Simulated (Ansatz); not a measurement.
**Ni: geometry relaxation (part 4 of 4)**

Continued. System: Ni (interface cell, 20 atoms in the cell). Method: DFT PBEsol, scalar-relativistic, plane waves, PAW, spin-polarised (Ansatz 0.2.0); cutoff 420 eV, 10×10×3 k-mesh, Gaussian smearing of 0.1 eV, collinear spins. The structure derives from an entry of the Crystallography Open Database. It belongs to a series of runs on one base structure; here: symmetric tilt boundary Sigma 5 (2 1 0), mirror between planes, shift [0.5, 0].

Geometry of the input (Å; fractional positions):
```
3.4631  0.0000  0.0000
-1.7316  3.8719  0.0000
0.0000  0.0000  15.7877
Ni 0.4000  0.8000  0.0736
Ni 0.2000  0.4000  0.2698
Ni 0.7000  0.4000  0.0245
Ni 0.5000  0.0000  0.2207
Ni 0.9000  0.8000  0.3188
Ni 0.8000  0.6000  0.1717
Ni 0.6000  0.2000  0.3679
Ni 0.1000  0.2000  0.1226
Ni 0.3000  0.6000  0.4169
Ni 1.0000  1.0000  0.4660
Ni 0.9000  0.8000  0.9169
Ni 0.7000  0.4000  0.7207
Ni 0.2000  0.4000  0.9660
Ni 1.0000  0.0000  0.7698
Ni 0.4000  0.8000  0.6717
Ni 0.3000  0.6000  0.8188
Ni 0.1000  0.2000  0.6226
Ni 0.6000  0.2000  0.8679
Ni 0.8000  0.6000  0.5736
Ni 0.5000  1.0000  0.5245
```

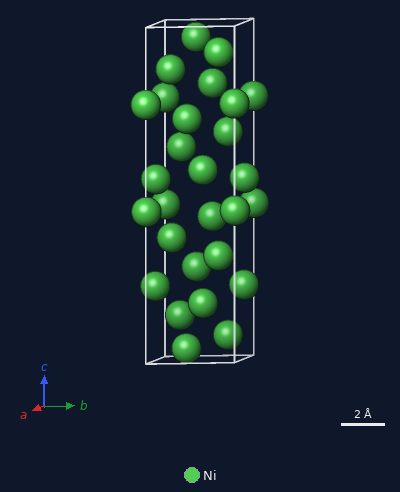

The geometry at step 4 of the log (spheres-only view of the cell of the calculation, seen slightly off an axis).

**Output, continued**
```
--- Relaxed structure (5 steps of the walk, 5 accepted, 1 SCFs on fresh bases) ---
  F+E_penalty+E_count = -116096.46611644 eV   max|allowed force component| = 2.308e-3 eV/Å   (the final SCF, on the basis selected at the relaxed cell)
  cell:  # Å, volume = 214.4612 Å³
    - [3.4631454478, 3.164432937853953e-113, -1.0347781546150303e-82]
    - [-1.7315727239, 3.8719143186, 2.0937655808729187e-82]
    - [-4.71730774997618e-82, 6.427645326321148e-82, 15.99382331682524]
  atoms:
    - { symbol: Ni, position: [0.39991734506658644, 0.7998346901331729, 0.06968825039739539] }
    - { symbol: Ni, position: [0.20015246882704055, 0.4003049376540811, 0.2700479419044264] }
    - { symbol: Ni, position: [0.6968275106163735, 0.3936550212327472, 0.03827247276290224] }
    - { symbol: Ni, position: [0.4998475311729595, -0.00030493765408096606, 0.2204509651955736] }
    - { symbol: Ni, position: [0.898745374696301, 0.7974907493926021, 0.316615356891426] }
    - { symbol: Ni, position: [0.8012546253036991, 0.6025092506073981, 0.17388355020857396] }
    - { symbol: Ni, position: [0.6041695135061241, 0.2083390270122482, 0.3663548719859098] }
    - { symbol: Ni, position: [0.09583048649387595, 0.1916609729877519, 0.12414403511409022] }
    - { symbol: Ni, position: [0.3000826549334137, 0.6001653098668274, 0.4208106567026046] }
    - { symbol: Ni, position: [1.0031724893836267, 1.0063449787672532, 0.4522264343370978] }
    - { symbol: Ni, position: [0.8999173450665865, 0.7998346901331729, 0.9208106567026045] }
    - { symbol: Ni, position: [0.7001524688270405, 0.4003049376540811, 0.7204509651955735] }
    - { symbol: Ni, position: [0.1968275106163736, 0.3936550212327472, 0.9522264343370979] }
    - { symbol: Ni, position: [0.9998475311729595, -0.00030493765408096606, 0.7700479419044264] }
    - { symbol: Ni, position: [0.39874537469630106, 0.7974907493926021, 0.673883550208574] }
    - { symbol: Ni, position: [0.30125462530369906, 0.6025092506073981, 0.8166153568914261] }
    - { symbol: Ni, position: [0.1041695135061241, 0.2083390270122482, 0.6241440351140902] }
    - { symbol: Ni, position: [0.5958304864938759, 0.1916609729877519, 0.8663548719859097] }
    - { symbol: Ni, position: [0.8000826549334137, 0.6001653098668274, 0.5696882503973955] }
    - { symbol: Ni, position: [0.5031724893836266, 1.0063449787672532, 0.5382724727629022] }
--- Löwdin populations: 20 sites ---
  site symbol       q [e]    m [muB]
     0     Ni     17.7683     0.6632
     1     Ni     17.7741     0.6536
     2     Ni     17.8081     0.6742
     3     Ni     17.7741     0.6536
     4     Ni     17.7745     0.6265
     5     Ni     17.7745     0.6265
     6     Ni     17.7982     0.6230
     7     Ni     17.7982     0.6230
     8     Ni     17.7683     0.6632
     9     Ni     17.8081     0.6742
    10     Ni     17.7683     0.6632
    11     Ni     17.7741     0.6536
    12     Ni     17.8081     0.6742
    13     Ni     17.7741     0.6536
    14     Ni     17.7745     0.6265
    15     Ni     17.7745     0.6265
    16     Ni     17.7982     0.6230
    17     Ni     17.7982     0.6230
    18     Ni     17.7683     0.6632
    19     Ni     17.8081     0.6742
  spilling = 0.011964 (of n_electrons = 360.000000)
```

**File populations.tsv**
```
# site	symbol	l	j	q_up	q_dn
# orbitals = lowdin
# n_electrons = 360.000000
# spilling = 0.011964
0	Ni	0_3S	-	0.998148	0.998210
0	Ni	0_4S	-	0.466270	0.475123
0	Ni	1_3P	-	2.999025	2.998979
0	Ni	2_3D	-	4.752334	4.080255
1	Ni	0_3S	-	0.997807	0.997879
1	Ni	0_4S	-	0.471314	0.480391
1	Ni	1_3P	-	2.998982	2.998945
1	Ni	2_3D	-	4.745761	4.083054
2	Ni	0_3S	-	0.997170	0.997258
2	Ni	0_4S	-	0.484562	0.495980
2	Ni	1_3P	-	2.998483	2.998412
2	Ni	2_3D	-	4.760898	4.075304
3	Ni	0_3S	-	0.997807	0.997879
3	Ni	0_4S	-	0.471314	0.480391
3	Ni	1_3P	-	2.998982	2.998945
3	Ni	2_3D	-	4.745761	4.083054
4	Ni	0_3S	-	0.997710	0.997780
4	Ni	0_4S	-	0.468712	0.479128
4	Ni	1_3P	-	2.998952	2.998904
4	Ni	2_3D	-	4.735121	4.098183
5	Ni	0_3S	-	0.997710	0.997780
5	Ni	0_4S	-	0.468712	0.479128
5	Ni	1_3P	-	2.998952	2.998904
5	Ni	2_3D	-	4.735121	4.098183
6	Ni	0_3S	-	0.997836	0.997904
6	Ni	0_4S	-	0.474655	0.486773
6	Ni	1_3P	-	2.998928	2.998858
6	Ni	2_3D	-	4.739187	4.104023
7	Ni	0_3S	-	0.997836	0.997904
7	Ni	0_4S	-	0.474655	0.486773
7	Ni	1_3P	-	2.998928	2.998858
7	Ni	2_3D	-	4.739187	4.104023
8	Ni	0_3S	-	0.998148	0.998210
8	Ni	0_4S	-	0.466270	0.475123
8	Ni	1_3P	-	2.999025	2.998979
8	Ni	2_3D	-	4.752334	4.080255
9	Ni	0_3S	-	0.997170	0.997258
9	Ni	0_4S	-	0.484562	0.495980
9	Ni	1_3P	-	2.998483	2.998412
9	Ni	2_3D	-	4.760898	4.075304
10	Ni	0_3S	-	0.998148	0.998210
10	Ni	0_4S	-	0.466270	0.475123
10	Ni	1_3P	-	2.999025	2.998979
10	Ni	2_3D	-	4.752334	4.080255
11	Ni	0_3S	-	0.997807	0.997879
11	Ni	0_4S	-	0.471314	0.480391
11	Ni	1_3P	-	2.998982	2.998945
11	Ni	2_3D	-	4.745761	4.083054
12	Ni	0_3S	-	0.997170	0.997258
12	Ni	0_4S	-	0.484562	0.495980
12	Ni	1_3P	-	2.998483	2.998412
12	Ni	2_3D	-	4.760898	4.075304
13	Ni	0_3S	-	0.997807	0.997879
13	Ni	0_4S	-	0.471314	0.480391
13	Ni	1_3P	-	2.998982	2.998945
13	Ni	2_3D	-	4.745761	4.083054
14	Ni	0_3S	-	0.997710	0.997780
14	Ni	0_4S	-	0.468712	0.479128
14	Ni	1_3P	-	2.998952	2.998904
14	Ni	2_3D	-	4.735121	4.098183
15	Ni	0_3S	-	0.997710	0.997780
15	Ni	0_4S	-	0.468712	0.479128
15	Ni	1_3P	-	2.998952	2.998904
15	Ni	2_3D	-	4.735121	4.098183
16	Ni	0_3S	-	0.997836	0.997904
16	Ni	0_4S	-	0.474655	0.486773
16	Ni	1_3P	-	2.998928	2.998858
16	Ni	2_3D	-	4.739187	4.104023
17	Ni	0_3S	-	0.997836	0.997904
17	Ni	0_4S	-	0.474655	0.486773
17	Ni	1_3P	-	2.998928	2.998858
17	Ni	2_3D	-	4.739187	4.104023
18	Ni	0_3S	-	0.998148	0.998210
18	Ni	0_4S	-	0.466270	0.475123
18	Ni	1_3P	-	2.999025	2.998979
18	Ni	2_3D	-	4.752334	4.080255
19	Ni	0_3S	-	0.997170	0.997258
19	Ni	0_4S	-	0.484562	0.495980
19	Ni	1_3P	-	2.998483	2.998412
19	Ni	2_3D	-	4.760898	4.075304
```

**Trajectory as extended XYZ (Å, eV, eV/Å), 6 frames, from step=1 to step=6**
```
20
Lattice="3.4631 0.0000 0.0000 -1.7316 3.8719 0.0000 0.0000 0.0000 15.7877" Properties=species:S:1:pos:R:3:forces:R:3 step=1 energy=-116094.44472 pressure_GPa=8.61
Ni    0.0000    3.0975    1.1616    0.0000   0.7224   0.0608
Ni    0.0000    1.5488    4.2591    0.0000   0.0113  -0.0315
Ni    1.7316    1.5488    0.3872    0.0000  -0.6300   4.7032
Ni    1.7316    0.0000    3.4847    0.0000  -0.0113   0.0315
Ni    1.7316    3.0975    5.0335    0.0000  -0.0345  -0.0173
Ni    1.7316    2.3231    2.7103    0.0000   0.0345   0.0173
Ni    1.7316    0.7744    5.8079    0.0000   0.1435   0.1933
Ni    0.0000    0.7744    1.9360    0.0000  -0.1435  -0.1933
Ni    0.0000    2.3231    6.5823    0.0000  -0.7224  -0.0608
Ni    1.7316    3.8719    7.3566    0.0000   0.6300  -4.7032
Ni    1.7316    3.0975   14.4761    0.0000   0.7224  -0.0608
Ni    1.7316    1.5488   11.3786    0.0000   0.0113   0.0315
Ni    0.0000    1.5488   15.2505    0.0000  -0.6300  -4.7032
Ni    3.4631    0.0000   12.1529    0.0000  -0.0113  -0.0315
Ni    0.0000    3.0975   10.6042    0.0000  -0.0345   0.0173
Ni    0.0000    2.3231   12.9273    0.0000   0.0345  -0.0173
Ni    0.0000    0.7744    9.8298    0.0000   0.1435  -0.1933
Ni    1.7316    0.7744   13.7017    0.0000  -0.1435   0.1933
Ni    1.7316    2.3231    9.0554    0.0000  -0.7224   0.0608
Ni    0.0000    3.8719    8.2810    0.0000   0.6300   4.7032
20
Lattice="3.4631 0.0000 0.0000 -1.7316 3.8719 0.0000 0.0000 0.0000 15.8567" Properties=species:S:1:pos:R:3:forces:R:3 step=2 energy=-116095.71245 pressure_GPa=5.28
Ni    0.0000    3.0960    1.1617    0.0000   0.3908  -0.0896
Ni    0.0000    1.5486    4.2776    0.0000   0.0076  -0.0249
Ni    1.7316    1.5385    0.4712    0.0000  -0.3135   2.7474
Ni    1.7316    0.0001    3.5001    0.0000  -0.0076   0.0249
Ni    1.7316    3.0956    5.0429    0.0000  -0.0396  -0.0080
Ni    1.7316    2.3250    2.7348    0.0000   0.0396   0.0080
Ni    1.7316    0.7821    5.8286    0.0000   0.1215   0.1160
Ni    0.0000    0.7667    1.9491    0.0000  -0.1215  -0.1160
Ni    0.0000    2.3247    6.6160    0.0000  -0.3908   0.0896
Ni    1.7316    3.8822    7.3065    0.0000   0.3135  -2.7474
Ni    1.7316    3.0960   14.5444    0.0000   0.3908   0.0896
Ni    1.7316    1.5486   11.4284    0.0000   0.0076   0.0249
Ni    0.0000    1.5385   15.2348    0.0000  -0.3135  -2.7474
Ni    3.4631    0.0001   12.2060    0.0000  -0.0076  -0.0249
Ni    0.0000    3.0956   10.6631    0.0000  -0.0396   0.0080
Ni    0.0000    2.3250   12.9713    0.0000   0.0396  -0.0080
Ni    0.0000    0.7821    9.8775    0.0000   0.1215  -0.1160
Ni    1.7316    0.7667   13.7570    0.0000  -0.1215   0.1160
Ni    1.7316    2.3247    9.0900    0.0000  -0.3908  -0.0896
Ni    0.0000    3.8822    8.3996    0.0000   0.3135   2.7474
20
Lattice="3.4631 0.0000 0.0000 -1.7316 3.8719 0.0000 0.0000 0.0000 15.9625" Properties=species:S:1:pos:R:3:forces:R:3 step=3 energy=-116096.44393 pressure_GPa=2.32
Ni    0.0000    3.0962    1.1374    0.0000   0.0872  -0.0993
Ni    0.0000    1.5484    4.3079    0.0000  -0.0082  -0.0033
Ni    1.7316    1.5332    0.5955    0.0000  -0.0428   0.1826
Ni    1.7316    0.0004    3.5217    0.0000   0.0082   0.0033
Ni    1.7316    3.0889    5.0624    0.0000  -0.0545  -0.1143
Ni    1.7316    2.3318    2.7672    0.0000   0.0545   0.1143
Ni    1.7316    0.7961    5.8668    0.0000   0.1060  -0.1267
Ni    0.0000    0.7526    1.9628    0.0000  -0.1060   0.1267
Ni    0.0000    2.3245    6.6922    0.0000  -0.0872   0.0993
Ni    1.7316    3.8875    7.2341    0.0000   0.0428  -0.1826
Ni    1.7316    3.0962   14.6734    0.0000   0.0872   0.0993
Ni    1.7316    1.5484   11.5029    0.0000  -0.0082   0.0033
Ni    0.0000    1.5332   15.2153    0.0000  -0.0428  -0.1826
Ni    3.4631    0.0004   12.2891    0.0000   0.0082  -0.0033
Ni    0.0000    3.0889   10.7484    0.0000  -0.0545   0.1143
Ni    0.0000    2.3318   13.0436    0.0000   0.0545  -0.1143
Ni    0.0000    0.7961    9.9440    0.0000   0.1060   0.1267
Ni    1.7316    0.7526   13.8480    0.0000  -0.1060  -0.1267
Ni    1.7316    2.3245    9.1186    0.0000  -0.0872  -0.0993
Ni    0.0000    3.8875    8.5767    0.0000   0.0428   0.1826
20
Lattice="3.4631 0.0000 0.0000 -1.7316 3.8719 0.0000 0.0000 0.0000 16.0118" Properties=species:S:1:pos:R:3:forces:R:3 step=4 energy=-116096.46404 pressure_GPa=1.47
Ni    0.0000    3.0947    1.1156    0.0000   0.0137   0.0058
Ni    0.0000    1.5514    4.3249    0.0000  -0.0095  -0.0071
Ni    1.7316    1.5226    0.6150    0.0000  -0.0054  -0.0222
Ni    1.7316   -0.0026    3.5289    0.0000   0.0095   0.0071
Ni    1.7316    3.0877    5.0693    0.0000   0.0065  -0.0034
Ni    1.7316    2.3330    2.7844    0.0000  -0.0065   0.0034
Ni    1.7316    0.8059    5.8594    0.0000   0.0041   0.0415
Ni    0.0000    0.7429    1.9944    0.0000  -0.0041  -0.0415
Ni    0.0000    2.3260    6.7382    0.0000  -0.0137  -0.0058
Ni    1.7316    3.8981    7.2388    0.0000   0.0054   0.0222
Ni    1.7316    3.0947   14.7440    0.0000   0.0137  -0.0058
Ni    1.7316    1.5514   11.5348    0.0000  -0.0095   0.0071
Ni    0.0000    1.5226   15.2447    0.0000  -0.0054   0.0222
Ni    3.4631   -0.0026   12.3308    0.0000   0.0095  -0.0071
Ni    0.0000    3.0877   10.7903    0.0000   0.0065   0.0034
Ni    0.0000    2.3330   13.0752    0.0000  -0.0065  -0.0034
Ni    0.0000    0.8059   10.0003    0.0000   0.0041  -0.0415
Ni    1.7316    0.7429   13.8653    0.0000  -0.0041   0.0415
Ni    1.7316    2.3260    9.1215    0.0000  -0.0137   0.0058
Ni    0.0000    3.8981    8.6209    0.0000   0.0054  -0.0222
20
Lattice="3.4631 0.0000 0.0000 -1.7316 3.8719 0.0000 0.0000 0.0000 15.9938" Properties=species:S:1:pos:R:3:forces:R:3 step=5 energy=-116096.46514 pressure_GPa=1.68
Ni    0.0000    3.0969    1.1146    0.0000   0.0016  -0.0004
Ni    0.0000    1.5499    4.3191    0.0000  -0.0001  -0.0004
Ni    1.7316    1.5242    0.6121    0.0000  -0.0002  -0.0005
Ni    1.7316   -0.0012    3.5259    0.0000   0.0001   0.0004
Ni    1.7316    3.0878    5.0639    0.0000  -0.0009  -0.0004
Ni    1.7316    2.3329    2.7811    0.0000   0.0009   0.0004
Ni    1.7316    0.8067    5.8594    0.0000   0.0023   0.0001
Ni    0.0000    0.7421    1.9855    0.0000  -0.0023  -0.0001
Ni    0.0000    2.3238    6.7304    0.0000  -0.0016   0.0004
Ni    1.7316    3.8965    7.2328    0.0000   0.0002   0.0005
Ni    1.7316    3.0969   14.7273    0.0000   0.0016   0.0004
Ni    1.7316    1.5499   11.5228    0.0000  -0.0001   0.0004
Ni    0.0000    1.5242   15.2297    0.0000  -0.0002   0.0005
Ni    3.4631   -0.0012   12.3160    0.0000   0.0001  -0.0004
Ni    0.0000    3.0878   10.7780    0.0000  -0.0009   0.0004
Ni    0.0000    2.3329   13.0608    0.0000   0.0009  -0.0004
Ni    0.0000    0.8067    9.9824    0.0000   0.0023  -0.0001
Ni    1.7316    0.7421   13.8563    0.0000  -0.0023   0.0001
Ni    1.7316    2.3238    9.1115    0.0000  -0.0016  -0.0004
Ni    0.0000    3.8965    8.6090    0.0000   0.0002  -0.0005
20
Lattice="3.4631 0.0000 0.0000 -1.7316 3.8719 0.0000 0.0000 0.0000 15.9938" Properties=species:S:1:pos:R:3:forces:R:3 step=6 energy=-116096.46612 pressure_GPa=1.67
Ni    0.0000    3.0969    1.1146    0.0000   0.0016  -0.0004
Ni    0.0000    1.5499    4.3191    0.0000  -0.0001  -0.0004
Ni    1.7316    1.5242    0.6121    0.0000  -0.0002  -0.0005
Ni    1.7316   -0.0012    3.5259    0.0000   0.0001   0.0004
Ni    1.7316    3.0878    5.0639    0.0000  -0.0009  -0.0004
Ni    1.7316    2.3329    2.7811    0.0000   0.0009   0.0004
Ni    1.7316    0.8067    5.8594    0.0000   0.0023   0.0002
Ni    0.0000    0.7421    1.9855    0.0000  -0.0023  -0.0002
Ni    0.0000    2.3238    6.7304    0.0000  -0.0016   0.0004
Ni    1.7316    3.8965    7.2328    0.0000   0.0002   0.0005
Ni    1.7316    3.0969   14.7273    0.0000   0.0016   0.0004
Ni    1.7316    1.5499   11.5228    0.0000  -0.0001   0.0004
Ni    0.0000    1.5242   15.2297    0.0000  -0.0002   0.0005
Ni    3.4631   -0.0012   12.3160    0.0000   0.0001  -0.0004
Ni    0.0000    3.0878   10.7780    0.0000  -0.0009   0.0004
Ni    0.0000    2.3329   13.0608    0.0000   0.0009  -0.0004
Ni    0.0000    0.8067    9.9824    0.0000   0.0023  -0.0002
Ni    1.7316    0.7421   13.8563    0.0000  -0.0023   0.0002
Ni    1.7316    2.3238    9.1115    0.0000  -0.0016  -0.0004
Ni    0.0000    3.8965    8.6090    0.0000   0.0002  -0.0005
```

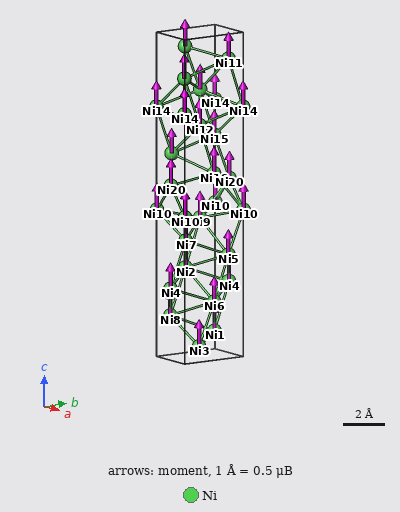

Magnetic moments of the sites as pink arrows (ball-and-stick view of the cell of the calculation, seen slightly off an axis; atoms are numbered from 1 in the order of the input); small moments hardly show. The run is collinear, so the axis drawn is arbitrary. Site moments: Ni3, Ni10, Ni13, Ni20 (0.68 μB); Ni1, Ni9, Ni11, Ni19 (0.67 μB); Ni2, Ni4, Ni12, Ni14 (0.66 μB); Ni5, Ni6, Ni15, Ni16 (0.64 μB); Ni7, Ni8, Ni17, Ni18 (0.63 μB). They are counted near the atoms and needn't add up to the moment of the cell.

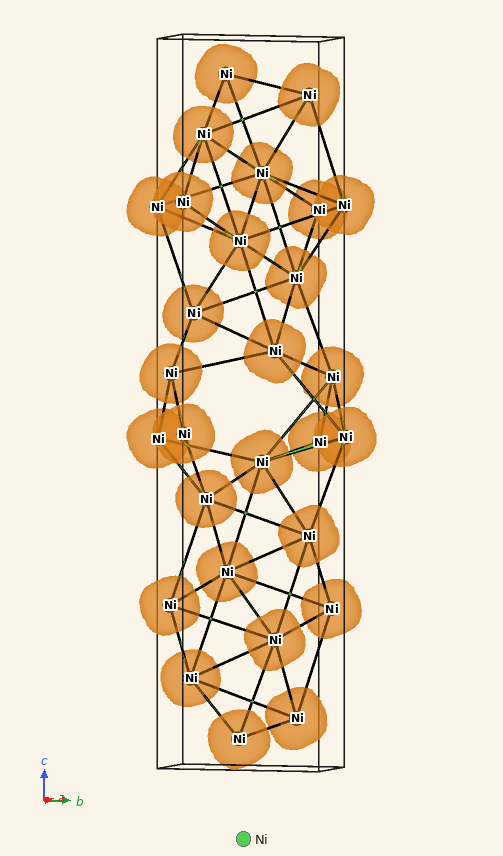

Isosurfaces of the spin density at +0.1 (orange) and −0.1 e/Å³ (purple), seen at an oblique angle. Sticks mark near contacts. The outline is the calculation cell. The cell of the calculation (20 atoms) carries 12.4 μB net. Only one sign reaches the isovalue. The fields are those of the smooth PAW valence density.

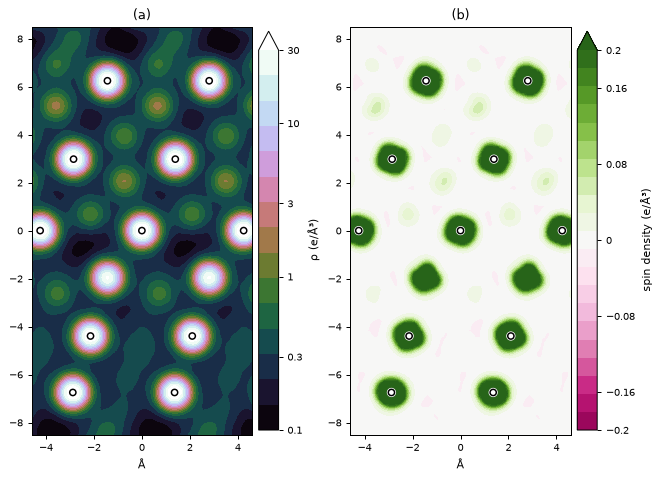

(a) valence pseudo-density; (b) magnetisation density (up minus down) on the (101̄) plane of the calculation cell. Circles mark the nuclei in the plane (Ni). The section cuts through Ni sites. Ni–Ni (2.47 Å): ρ is about 0.34 e/Å³ halfway. Away from the nuclei the density in this plane falls to 0.1 e/Å³ at its lowest. The cell of the calculation (20 atoms) carries 12.4 μB net.

**Key numbers**

```json
{"quantity": "outcome", "value": "converged"}
{"quantity": "electrons treated", "value": "360"}
{"quantity": "free energy", "value": "−116096.4661 eV"}
{"quantity": "Fermi energy", "value": "18.326 eV"}
{"quantity": "gap on the k-point mesh", "value": "none (metallic)"}
{"quantity": "net moment of the cell", "value": "12.44 μB"}
{"quantity": "integrated absolute moment", "value": "13.99 μB"}
{"quantity": "final volume", "value": "214.46 Å³"}
{"quantity": "largest force (length of the vector) at the end", "value": "0.002 eV/Å"}
{"quantity": "wall time", "value": "23 min (CPU time 1.5 h)"}
{"quantity": "peak memory", "value": "4 GiB"}
```
